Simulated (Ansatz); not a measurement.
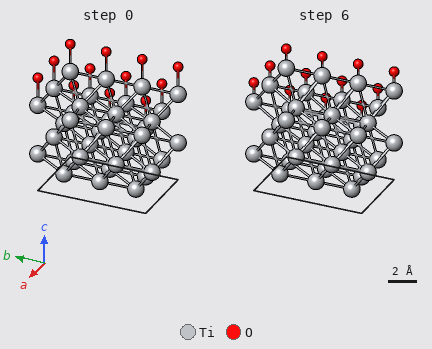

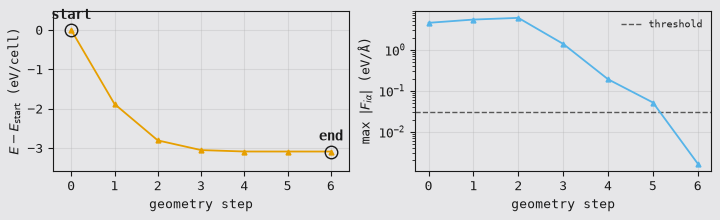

First and last geometry of a constrained relaxation of a slab of composition Ti₄O (cut from the Fm-3m phase), with the history of the run. Style: ball-and-stick. Shown: the 2 × 3 repeat of the cell, outlined in the plane, without the vacuum, from a free direction.

Case: O put at a top Ti site. The slab is the (1 0 0) face of Ti with O on it. 2 atoms are held fixed.

These are results of DFT PBEsol, scalar-relativistic, plane waves, PAW in Ansatz 0.2.0, not measurements.

The input:
```yaml
crystal:
  lattice:
    - [2.8679135958, 0.0, 0.0]
    - [0.0, 2.8679135958, 0.0]
    - [0.0, 0.0, 25.0837634544]
  atoms:
    - { symbol: Ti, position: [0.5, 0.5, 0.3388646212] }
    - { symbol: Ti, position: [0.0, 0.0, 0.4197105897] }
    - { symbol: Ti, position: [0.5, 0.5, 0.5045747292] }
    - { symbol: Ti, position: [0.0, 0.0, 0.579220464] }
    - { symbol: O, position: [0.0, 0.0, 0.6693185868] }
basis:
  ecutwfc: 420
kpoints:
  mp_grid: { grid: [10, 10, 1] }
hamiltonian:
  xc: pbesol
scf:
  occupations: { method: gaussian, width: 0.1 }
output:
  forces: true
  eigenvalues: true
  write_density: true
  write_potential: true
  elf: true
  volumetric_format: npy
relax:
  adjacent_minimum: "off"
  f_tol: 0.03
  max_steps: 70
  constraints: [{ sites: [0, 1] }]
efield:
  axis: 3
  dipole_correction: true
  ramp_width: 0.04
```

Launched with:
```bash
ansatz run input.yaml --threads 1 --pin off --max-ram 2560MiB --backend cpu --events-out ev --progress --plain --runs-dir out
```

Q: What do the curves and the structures tell?

A: It converged. The energy falls by 3.086 eV per cell of the calculation in 6 geometry steps. The largest force component goes from 4.6 to 0.0017 eV/Å. The largest move is that of O5, 0.39 Å along the normal (−c). Largest moves by element: O 0.39 Å, Ti 0.28 Å. The cell doesn't change. Some distances before and after: Ti4–O5 2.260 → 1.589 Å, Ti3–Ti4 2.760 → 3.044 Å, Ti2–Ti3 2.940 → 2.858 Å. Cost: 2.7 min on 1 thread of Intel(R) Xeon(R) Platinum 8375C CPU @ 2.90GHz (Ice Lake), with other jobs on the host, peak memory 0.5 GiB.

Limits of the set-up: the periodic images lie only 2.9 Å apart, so the values are limited by the cell's size.
